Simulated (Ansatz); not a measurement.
## Single-point calculation, with input and output: Fe3Co3H (part 1 of 2)

- system: Fe3Co3H (slab, 7 atoms in the cell)
- method: DFT PBEsol, scalar-relativistic, plane waves, PAW, spin-polarised (Ansatz 0.2.0)

The structure derives from an entry of the Crystallography Open Database. It belongs to a series of runs on one base structure; here: H lifted by +1.20 A from its best place. Figures and captions count atoms from 1; the log counts them from 0 in places.

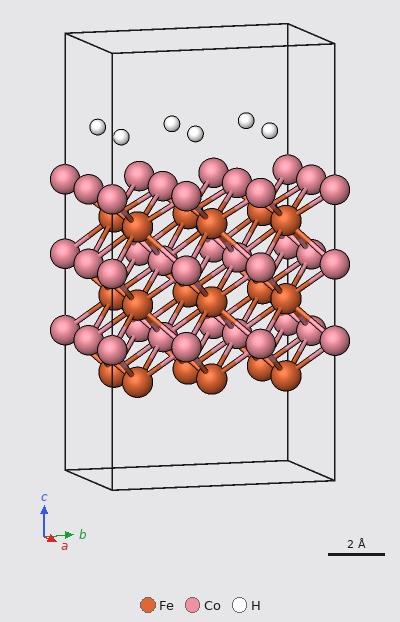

Figure 1. The input geometry (ball-and-stick view of the 2 × 3 repeat of the cell, with the vacuum cut short, seen slightly off an axis). An atom can appear more than once, as a periodic image.

### Input file
```yaml
crystal:
  lattice:
    - [2.8004162579, 0.0, 0.0]
    - [0.0, 2.8004162579, 0.0]
    - [0.0, 0.0, 26.0010406447]
  atoms:
    - { symbol: Fe, position: [0.5, 0.5, 0.3269099924], spin: 3.21 }
    - { symbol: Co, position: [0.0, 0.0, 0.3807619958], spin: 1.97 }
    - { symbol: Fe, position: [0.5, 0.5, 0.4346139992], spin: 2.99 }
    - { symbol: Co, position: [0.0, 0.0, 0.48745111], spin: 1.94 }
    - { symbol: Fe, position: [0.5, 0.5, 0.5438155382], spin: 2.86 }
    - { symbol: Co, position: [0.0, 0.0, 0.5914735573], spin: 2.01 }
    - { symbol: H, position: [0.3333333333, 0.3333333333, 0.6675598258], spin: 1.0 }
basis:
  ecutwfc: 420
kpoints:
  mp_grid: { grid: [10, 10, 1] }
hamiltonian:
  xc: pbesol
scf:
  occupations: { method: gaussian, width: 0.1 }
output:
  forces: true
  stress: true
  eigenvalues: true
  populations: true
  write_density: true
  write_potential: true
  elf: true
  volumetric_format: npy
magnetization:
  spin_polarized: true
efield:
  axis: 3
  dipole_correction: true
  ramp_width: 0.04
```

Run on 4 threads of Arm Neoverse V2, 24 GiB of memory available, shared host.

Launch command:
```bash
ansatz run input.yaml --threads 4 --pin off --max-ram 10240MiB --backend cpu --events-out ev --progress --plain --runs-dir out
```

### The program's output
```
Engine: ansatz 0.2.0, aarch64-unknown-linux-gnu
Pseudopotentials: kind: paw
Pseudopotential: Fe, paw, valence charge 16, recommended cutoff 420 eV (normal), Fe.paw.azcp
Pseudopotential: Co, paw, valence charge 17, recommended cutoff 420 eV (normal), Co.paw.azcp
Pseudopotential: H, paw, valence charge 1, recommended cutoff 420 eV (normal), H.paw.azcp
Functional definition: PBEsol
  exchange = pbesol_x
  correlation = pbesol_c
Crystal: 7 atoms, lattice volume = 203.909 Å³
Basis set: ecut = 420 eV, 4051 PW (Γ), exchange–correlation on 40×40×360 points (8 copies of the dense FFT grid, shifted against one another)
Bands: 70, of which v1, the nominal top of the filled ones, is band 50 counted from 1 (49 counted from 0)
Symmetry: 2 space group operations
k-points: 31 of 100 (time reversal used)
Non-local potential: Fe, projectors of the file, l = 0: 3, l = 1: 2, l = 2: 3, l = 3: 1
Non-local potential: Co, projectors of the file, l = 0: 3, l = 1: 2, l = 2: 3, l = 3: 1
Non-local potential: H, projectors of the file, l = 0: 2, l = 1: 1
PAW form: soft (Blöchl's): semilocal exchange-correlation on the pseudo side does not see the compensation charge
PAW frozen core: Fe, regenerated for the run's functional, and the local potential with it (the file was generated under x = pbe(κ = 0.804, μ = 0.2195149727645171), c = pbe(β = 0.06672455060314922))
PAW frozen core: Co, regenerated for the run's functional, and the local potential with it (the file was generated under x = pbe(κ = 0.804, μ = 0.2195149727645171), c = pbe(β = 0.06672455060314922))
PAW one-centre angular grid: Fe, 590 points (default); XC on 64 Gauss nodes
PAW one-centre angular grid: Co, 590 points (default); XC on 64 Gauss nodes
PAW one-centre angular grid: H, 110 points (default); XC on 64 Gauss nodes
Starting moments: Σ|m| = 15.98 μB on 7 of 7 sites
Initial wavefunctions: pseudopotential atomic-orbital guess
Functional: x = pbesol(κ = 0.804, μ = 0.12345679012345678), c = pbesol(β = 0.046)
SCF iter   1: F=—  HF=-28635.446101 eV  |F-HF|=—  |Δ(HF+E_count)|=         —  Δρ=4.60e-2 (↑2.36e-2 ↓4.60e-2)  dr2=1.85e1  dr2_m=7.57e-1  M=14.706 μB ∫|m|=14.901 μB  β_m=1.00  ethr=3.10e-3  p=-0.000 e·Å  D=-1.90e-5 V/Å  ΔV_dip=0.00 eV  dr2_dipole=1.17e-2  V_vac-E_F(+/−)=7.19/7.19 eV  ⟨swp⟩=11.6  Hψ=24040  notcnv=0  defer=112
Mixer restart at iter 1: flushing history
efield: sawtooth ramp at fractional position 0.9772 (placed from the atoms, in the widest stretch of the axis that holds none; the zero of the levels goes with the place), width 0.0400; the density the first Hamiltonian is built on has a dipole p = -0.000 e·Å; the dipole correction subtracts the counter field D = -1.90e-5 V/Å, which shifts the + side's vacuum level by +0.00 eV against the − side's; the planar-averaged density in the ramp window peaks in size at 1.9e-5 e/Å³
preconditioner: auto → LDOS  [metal: Δε(μ)=0.006 eV  Ē_g=7.711 eV  σ=0.100 eV  W_gap=0.03  n_scr=48 (ndim 8)  ℏωp=18.8 eV  f_vac=0.571  D(μ)=5.07/eV (n_scr^D=16)]
spin=Collinear: LDOS preconditioning applied to the charge; magnetization (m = ρ↑ − ρ↓) channel mixes plain (no charge-response kernel on spin).
SCF iter   2: F=—  HF=-28633.316899 eV  |F-HF|=—  |Δ(HF+E_count)|=    2.13e0  Δρ=1.69e-2 (↑1.69e-2 ↓1.06e-2)  dr2=2.65e0  dr2_m=1.79e-1  M=14.380 μB ∫|m|=14.875 μB  β_m=0.32  ethr=3.10e-3  p=-0.031 e·Å  D=-2.72e-2 V/Å  ΔV_dip=0.71 eV  dr2_dipole=1.96e-1  V_vac-E_F(+/−)=6.50/5.79 eV  ⟨swp⟩=4.1  Hψ=9510  notcnv=0  defer=492
density mixer auto → msr1: a metal under ldos (density of states about μ 2.30 of a free-electron gas's, 48 screened modes)
SCF iter   3: F=—  HF=-28635.113590 eV  |F-HF|=—  |Δ(HF+E_count)|=    1.80e0  Δρ=1.11e-2 (↑1.11e-2 ↓8.66e-3)  dr2=5.90e-1  dr2_m=1.26e-1  M=14.107 μB ∫|m|=14.673 μB  β_m=0.45  ethr=2.65e-3  p=-0.050 e·Å  D=-4.40e-2 V/Å  ΔV_dip=1.15 eV  dr2_dipole=1.78e-1  V_vac-E_F(+/−)=6.19/5.04 eV  ⟨swp⟩=2.3  Hψ=5649  notcnv=0  defer=503
SCF iter   4: F=—  HF=-28636.636390 eV  |F-HF|=—  |Δ(HF+E_count)|=    1.52e0  Δρ=7.04e-3 (↑6.82e-3 ↓7.04e-3)  dr2=2.19e-1  dr2_m=6.77e-2  M=13.876 μB ∫|m|=14.484 μB  β_m=0.58  ethr=5.90e-4  p=-0.067 e·Å  D=-5.91e-2 V/Å  ΔV_dip=1.54 eV  dr2_dipole=7.07e-2  V_vac-E_F(+/−)=5.93/4.40 eV  ⟨swp⟩=2.5  Hψ=6678  notcnv=0  defer=501
SCF iter   5: F=—  HF=-28637.058654 eV  |F-HF|=—  |Δ(HF+E_count)|=   4.22e-1  Δρ=4.04e-3 (↑2.89e-3 ↓4.04e-3)  dr2=8.18e-2  dr2_m=1.54e-2  M=13.680 μB ∫|m|=14.272 μB  β_m=0.77  ethr=2.19e-4  p=-0.070 e·Å  D=-6.23e-2 V/Å  ΔV_dip=1.62 eV  dr2_dipole=4.13e-2  V_vac-E_F(+/−)=5.91/4.29 eV  ⟨swp⟩=2.1  Hψ=7131  notcnv=0  defer=512
SCF iter   6: F=—  HF=-28637.103215 eV  |F-HF|=—  |Δ(HF+E_count)|=   4.46e-2  Δρ=2.43e-3 (↑2.43e-3 ↓2.19e-3)  dr2=8.76e-3  dr2_m=8.16e-3  M=13.544 μB ∫|m|=14.152 μB  β_m=0.88  ethr=8.18e-5  p=-0.076 e·Å  D=-6.79e-2 V/Å  ΔV_dip=1.77 eV  dr2_dipole=1.75e-3  V_vac-E_F(+/−)=5.93/4.16 eV  ⟨swp⟩=2.2  Hψ=7199  notcnv=0  defer=514
SCF iter   7: F=—  HF=-28637.129661 eV  |F-HF|=—  |Δ(HF+E_count)|=   2.64e-2  Δρ=2.45e-3 (↑2.21e-3 ↓2.45e-3)  dr2=2.92e-2  dr2_m=4.43e-3  M=13.465 μB ∫|m|=14.135 μB  β_m=0.78  ethr=8.76e-6  p=-0.083 e·Å  D=-7.39e-2 V/Å  ΔV_dip=1.92 eV  dr2_dipole=6.76e-3  V_vac-E_F(+/−)=5.93/4.01 eV  ⟨swp⟩=3.0  Hψ=9482  notcnv=0  defer=514
SCF iter   8: F=—  HF=-28637.130871 eV  |F-HF|=—  |Δ(HF+E_count)|=   1.21e-3  Δρ=1.65e-3 (↑1.14e-3 ↓1.65e-3)  dr2=7.24e-3  dr2_m=2.25e-3  M=13.464 μB ∫|m|=14.166 μB  β_m=0.89  ethr=8.76e-6  p=-0.083 e·Å  D=-7.36e-2 V/Å  ΔV_dip=1.91 eV  dr2_dipole=1.75e-3  V_vac-E_F(+/−)=5.91/4.00 eV  ⟨swp⟩=2.1  Hψ=8031  notcnv=0  defer=512
SCF iter   9: F=—  HF=-28637.137786 eV  |F-HF|=—  |Δ(HF+E_count)|=   6.91e-3  Δρ=8.10e-4 (↑8.10e-4 ↓7.62e-4)  dr2=4.08e-3  dr2_m=5.12e-4  M=13.452 μB ∫|m|=14.246 μB  β_m=0.82  ethr=7.24e-6  p=-0.085 e·Å  D=-7.52e-2 V/Å  ΔV_dip=1.95 eV  dr2_dipole=1.32e-3  V_vac-E_F(+/−)=5.92/3.97 eV  ⟨swp⟩=2.6  Hψ=6487  notcnv=0  defer=512
SCF iter  10: F=—  HF=-28637.139430 eV  |F-HF|=—  |Δ(HF+E_count)|=   1.64e-3  Δρ=6.67e-4 (↑6.67e-4 ↓5.59e-4)  dr2=2.15e-3  dr2_m=1.06e-4  M=13.445 μB ∫|m|=14.300 μB  β_m=0.63  ethr=4.08e-6  p=-0.084 e·Å  D=-7.41e-2 V/Å  ΔV_dip=1.93 eV  dr2_dipole=4.10e-4  V_vac-E_F(+/−)=5.89/3.96 eV  ⟨swp⟩=3.4  Hψ=9073  notcnv=0  defer=512
SCF iter  11: F=—  HF=-28637.139273 eV  |F-HF|=—  |Δ(HF+E_count)|=   1.57e-4  Δρ=2.77e-4 (↑2.50e-4 ↓2.77e-4)  dr2=2.59e-4  dr2_m=4.73e-5  M=13.442 μB ∫|m|=14.309 μB  β_m=0.58  ethr=2.15e-6  p=-0.083 e·Å  D=-7.36e-2 V/Å  ΔV_dip=1.91 eV  dr2_dipole=1.13e-5  V_vac-E_F(+/−)=5.88/3.97 eV  ⟨swp⟩=2.0  Hψ=6114  notcnv=0  defer=512
SCF iter  12: F=—  HF=-28637.139304 eV  |F-HF|=—  |Δ(HF+E_count)|=   3.12e-5  Δρ=1.66e-4 (↑1.13e-4 ↓1.66e-4)  dr2=1.41e-4  dr2_m=7.27e-6  M=13.439 μB ∫|m|=14.323 μB  β_m=0.58  ethr=2.59e-7  p=-0.082 e·Å  D=-7.30e-2 V/Å  ΔV_dip=1.90 eV  dr2_dipole=4.10e-5  V_vac-E_F(+/−)=5.87/3.97 eV  ⟨swp⟩=2.8  Hψ=7675  notcnv=0  defer=512
SCF iter  13: F=—  HF=-28637.139342 eV  |F-HF|=—  |Δ(HF+E_count)|=   3.79e-5  Δρ=4.98e-5 (↑4.26e-5 ↓4.98e-5)  dr2=2.82e-5  dr2_m=6.54e-7  M=13.438 μB ∫|m|=14.326 μB  β_m=0.60  ethr=1.41e-7  p=-0.081 e·Å  D=-7.23e-2 V/Å  ΔV_dip=1.88 eV  dr2_dipole=4.73e-6  V_vac-E_F(+/−)=5.86/3.98 eV  ⟨swp⟩=2.0  Hψ=5892  notcnv=0  defer=512
SCF iter  14: F=—  HF=-28637.139344 eV  |F-HF|=—  |Δ(HF+E_count)|=   2.26e-6  Δρ=2.81e-5 (↑2.24e-5 ↓2.81e-5)  dr2=6.55e-6  dr2_m=4.07e-7  M=13.437 μB ∫|m|=14.326 μB  β_m=0.64  ethr=2.82e-8  p=-0.081 e·Å  D=-7.20e-2 V/Å  ΔV_dip=1.87 eV  dr2_dipole=1.64e-6  V_vac-E_F(+/−)=5.86/3.99 eV  ⟨swp⟩=2.0  Hψ=5877  notcnv=0  defer=512
SCF iter  15: F=—  HF=-28637.139345 eV  |F-HF|=—  |Δ(HF+E_count)|=   1.33e-6  Δρ=1.15e-5 (↑1.15e-5 ↓7.36e-6)  dr2=1.01e-6  dr2_m=5.73e-8  M=13.437 μB ∫|m|=14.327 μB  β_m=0.64  ethr=6.55e-9  p=-0.081 e·Å  D=-7.17e-2 V/Å  ΔV_dip=1.86 eV  dr2_dipole=4.98e-7  V_vac-E_F(+/−)=5.86/4.00 eV  ⟨swp⟩=2.2  Hψ=5966  notcnv=0  defer=512
SCF iter  16: F=—  HF=-28637.139345 eV  |F-HF|=—  |Δ(HF+E_count)|=   9.18e-8  Δρ=6.38e-6 (↑4.47e-6 ↓6.38e-6)  dr2=1.39e-7  dr2_m=3.35e-8  M=13.437 μB ∫|m|=14.328 μB  β_m=0.71  ethr=1.01e-9  p=-0.081 e·Å  D=-7.16e-2 V/Å  ΔV_dip=1.86 eV  dr2_dipole=1.13e-8  V_vac-E_F(+/−)=5.86/4.00 eV  ⟨swp⟩=2.2  Hψ=5989  notcnv=0  defer=512
SCF iter  17: F=—  HF=-28637.139346 eV  |F-HF|=—  |Δ(HF+E_count)|=   1.73e-7  Δρ=3.84e-6 (↑3.62e-6 ↓3.84e-6)  dr2=7.80e-8  dr2_m=5.86e-9  M=13.437 μB ∫|m|=14.328 μB  β_m=0.65  ethr=1.39e-10  p=-0.081 e·Å  D=-7.15e-2 V/Å  ΔV_dip=1.86 eV  dr2_dipole=5.49e-9  V_vac-E_F(+/−)=5.86/4.00 eV  ⟨swp⟩=2.6  Hψ=7470  notcnv=0  defer=512
SCF iter  18: F=-28637.139346 eV  HF=-28637.139346 eV  |F-HF|=9.40e-9  |Δ(HF+E_count)|=   8.57e-9  Δρ=3.14e-6 (↑1.91e-6 ↓3.14e-6)  dr2=3.09e-8  dr2_m=2.93e-9  M=13.437 μB ∫|m|=14.327 μB  ethr=7.80e-11  p=-0.081 e·Å  D=-7.15e-2 V/Å  ΔV_dip=1.86 eV  dr2_dipole=7.85e-12  V_vac-E_F(+/−)=5.86/4.00 eV  ⟨swp⟩=20.3  Hψ=39192  notcnv=0
SCF 1 converged in 18 iterations: F = -28637.139346 eV  dr2 = 3.09e-8
  Residual-converged pass: ⟨swp⟩=1.0  Hψ=4589  notcnv=0  max |occ|·‖R‖ = 7.1e-9 eV (tolerance 1.0e-8 eV)  dr2=3.09e-8  dr2_m=2.93e-9  dr2_onsite=7.65e-9  max |Δocc| = 4.9e-12
  greatest PAW one-centre occupation: 1.003 electrons in one spin orbital (limit 2), on the Fe atom at site 0 (counted from 0), in its partial waves of l = 1
```

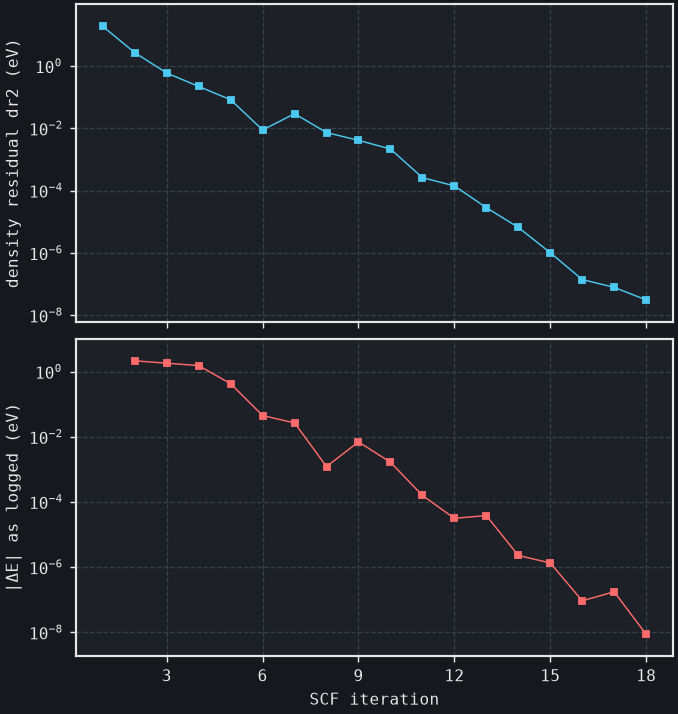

Figure 2. Convergence of the self-consistent field: density residual dr2 and size of the energy change against the SCF iteration. The residual comes down, with one marked jump up, by a factor of about 3, at step 7.
